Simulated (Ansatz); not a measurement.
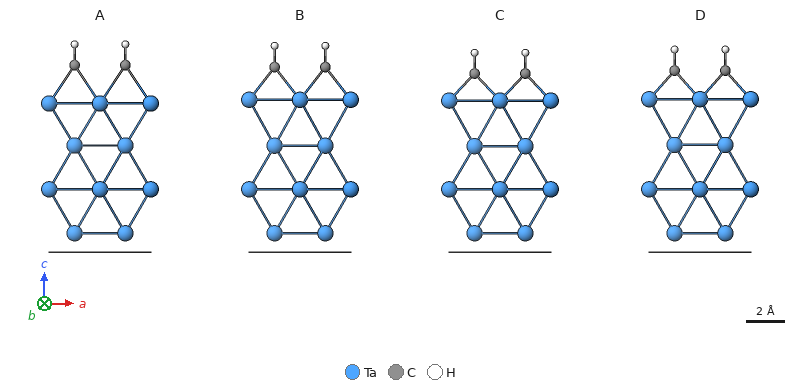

4 geometries from one constrained relaxation of a slab of composition Ta4HC (cut from the Im-3m phase), in shuffled order. The picture is a ball-and-stick view of the 2 × 2 repeat of the cell, outlined in the plane, without the vacuum, seen along the b axis.

Case: CH put at a bridge Ta-Ta site. The slab is the (1 1 0) face of Ta with CH on it. 2 atoms are held fixed.

The calculation used Ansatz, DFT PBEsol, scalar-relativistic, plane waves, PAW. Settings: plane-wave cutoff 420 eV; k-point mesh 11 × 11 × 1; occupations gaussian; smearing width 0.1 eV; no spin polarisation; dipole correction; atoms relaxed in a fixed cell; force threshold 0.03 eV/Å; at most 70 steps.

Order the frames from highest to lowest energy.

Answer. A, B, D, C. They are steps 0, 1, 2, 6, at +1.242 eV per cell of the calculation, +0.323 eV per cell of the calculation, +61.8 meV per cell of the calculation relative to the last. The largest moves, 0.44 Å, are those of C and H atoms. Largest moves by element: H 0.44 Å, C 0.44 Å, Ta 0.15 Å. The lattice vectors keep their values. Some distances before and after: C–Ta 2.469 → 2.012 Å, C–Ta 3.388 → 3.071 Å, Ta–Ta 2.759 → 2.913 Å, Ta–Ta 3.210 → 3.343 Å. Among the angles between lasting bonds that change: Ta–C–Ta 70.2° → 89.8°, Ta–C–H 144.9° → 135.1°. The energy falls by 1.242 eV per cell of the calculation in 5 accepted moves (6 points after the start). The largest force component goes from 4.2 to 0.019 eV/Å. 1 step only repeated the SCF at the same geometry. The run took 120 s on 2 threads of Intel(R) Xeon(R) Platinum 8488C (Sapphire Rapids), with other jobs on the host, peak memory 0.69 GiB.

Limits of the set-up: the periodic images lie only 2.8 Å apart, so the values are limited by the cell's size.
